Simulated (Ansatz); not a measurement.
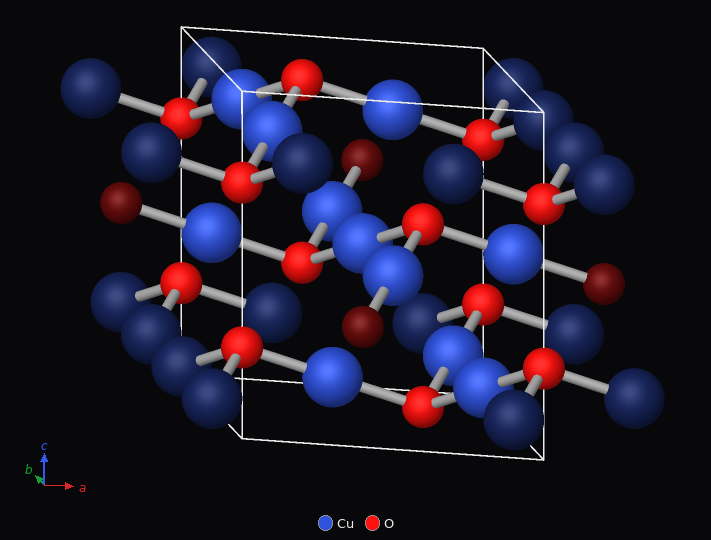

A ball-and-stick rendering, viewed slightly off an axis. The wireframe shows the conventional unit cell. The first bonded neighbours in the surrounding cells are also shown, in fainter colours. Cell: a = 5.93 Å, b = 5.93 Å, c = 6.59 Å, α = 90.00°, β = 90.00°, γ = 120.00°.

The model was built from a structure type filled with these elements by a generator (whether the compound takes this form wasn't checked). Earlier steps of the study, as a rule a relaxation of our own, may have changed the cell and positions, so they can lie some per cent off the listed ones. It went into a calculation with Ansatz.

Question: In words:

Answer: The material is Cu₃O₂. It takes space group R-3m (No. 166) on a rhombohedral (trigonal R) lattice. One cell contains 9 Cu, 6 O, 15 atoms in all. Cu bonds to two O in a linear arrangement at about 1.8 Å. The coordination shell of O holds three Cu in a trigonal pyramidal arrangement at about 1.8 Å. Not all metal-metal contacts are counted. The bonds build Cu3O2 layers parallel to (001).

Method used: DFT PBE, scalar-relativistic, plane waves, PAW in Ansatz 0.2.0. It ran with a 420 eV plane-wave basis, k-points about 0.13 Å⁻¹ apart, Gaussian smearing of 0.1 eV, no spin polarisation.

Question: What is the electronic character?

Answer: A metal: bands cross the Fermi level.

Question: Predict the Bader charges.

Answer: Cu +0.67 e; O -1.00 e.

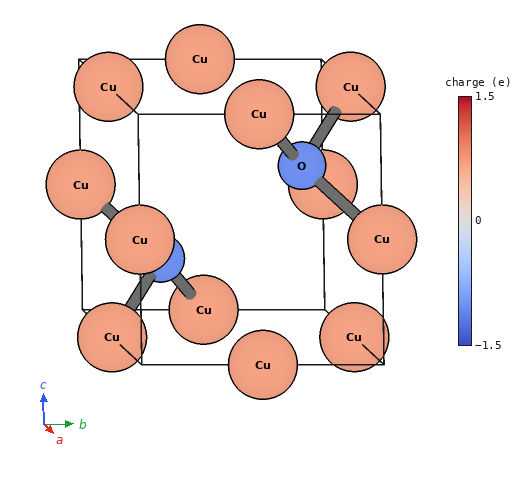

The atoms coloured by those charges. The run's cell of 5 atoms is drawn, so axes and origin can differ from the first picture.

Question: Has the structure come to rest?

Answer: Yes. All forces vanish to within 0.01 eV/Å. The pressure is 0.0 GPa, close to zero.
